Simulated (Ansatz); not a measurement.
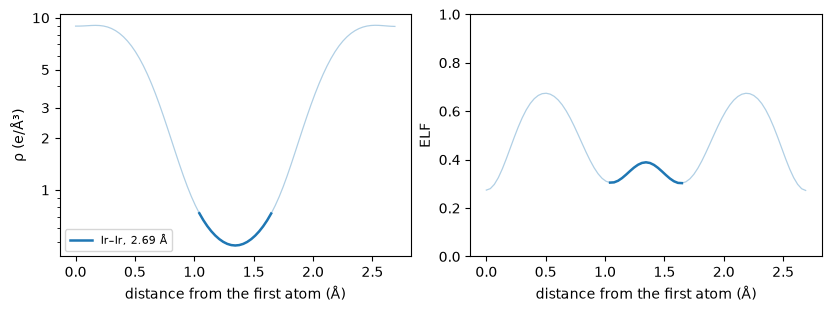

*Ir (slab). Valence pseudo-density and ELF along straight lines between neighbouring atoms. Thin, pale parts lie inside the atomic spheres.*

Computed without spin polarisation.

Level of theory: DFT PBE+D3(BJ), scalar-relativistic, plane waves, PAW in Ansatz 0.2.0.

In a PAW calculation such maps are meaningful between the atoms, not at the nuclei.

> What can be read from the curves?

Ir–Ir (2.69 Å): ρ at the midpoint is about 0.48 e/Å³; the ELF is about 0.40 at the midpoint.
